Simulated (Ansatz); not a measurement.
# Al3GaAs4: what the fields show

Input

```
crystal:
  lattice:
    - [1.9234209957, 1.1104876296, 12.5637333333]
    - [-1.9234209957, 1.1104876296, 12.5637333333]
    - [0.0, -2.2209752593, 12.5637333333]
  atoms:
    - { symbol: Al, position: [1.0, 0.0, 0.0] }
    - { symbol: Al, position: [0.25, 0.25, 0.25] }
    - { symbol: Al, position: [0.5, 0.5, 0.5] }
    - { symbol: Ga, position: [0.75, 0.75, 0.75] }
    - { symbol: As, position: [0.3125, 0.3125, 0.3125] }
    - { symbol: As, position: [0.5625, 0.5625, 0.5625] }
    - { symbol: As, position: [0.8125, 0.8125, 0.8125] }
    - { symbol: As, position: [0.0625, 0.0625, 0.0625] }
kpoints:
  mp_grid: { grid: [8, 8, 8] }
hamiltonian:
  xc: pbe
scf:
  occupations: { method: fermi_dirac, width: 0.02 }
relax:
  f_tol: 0.005
  cell: {}
output:
  write_density: true
  write_potential: true
  elf: true
  volumetric_format: npy
```

Launched as:

```sh
ansatz run input.yaml --threads 4 --pin off --max-ram 6451MiB --backend cpu --events-out ev --progress --plain --runs-dir out
```

Below, planes, directions and counts refer to the conventional cell (a = 4.05 Å, b = 4.05 Å, c = 39.71 Å, α = 90.00°, β = 90.00°, γ = 120.00°).

The fields are those of the run's last geometry, not of the input's.

Space group R3m; started from the ordered alloy on zincblende lattice prototype, which need not be the ambient phase.

The calculation used Ansatz 0.2.0, DFT, PBE, plane waves, PAW.

The density is the valence pseudo-density of a PAW calculation; it isn't the true density close to the nuclei.

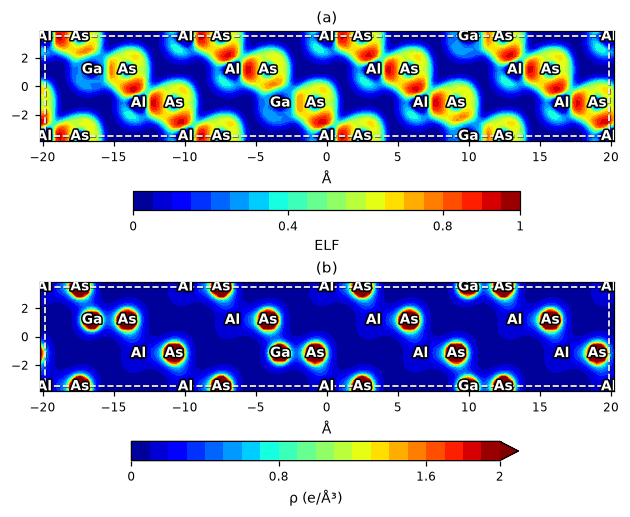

Figure 1. (a) electron localisation function; (b) valence electron density on the (110) plane of the conventional cell.

Question: Read the bonding off the picture.

Answer:
- The section cuts through Al, Ga and As sites.
- Al–As (2.48 Å): ρ at the midpoint is about 0.47 e/Å³; the ELF peaks at about 0.90 in the valence shell of As, 1.5 Å from its nucleus, and is about 0.90 at the midpoint.
- Ga–As (2.49 Å): ρ is about 0.47 e/Å³ halfway; the ELF peaks at about 0.80 between the atoms; a covalent bond.
- Between the atoms the lowest density in this plane is 0.01 e/Å³.

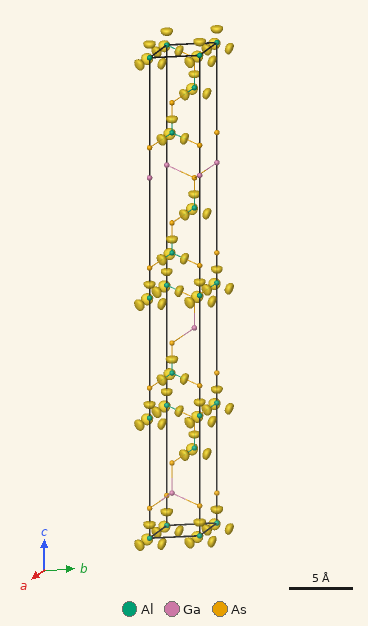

Figure 2. Isosurface of the ELF at 0.85 (yellow), seen slightly off an axis. Core shells and regions of very low density are left out. Sticks mark near contacts.

Question: What do the ELF domains correspond to?

Answer: The ELF exceeds this value in 36 regions between bonded Al–As atoms (shared pairs), counted in one cell of 24 atoms. Any copies at cell faces, edges or corners count once.

Question: Does the calculation give a band gap?

Answer: It is gapped, with a Kohn–Sham gap of 1.1 eV on the k-point mesh, an upper bound to the gap of this method.
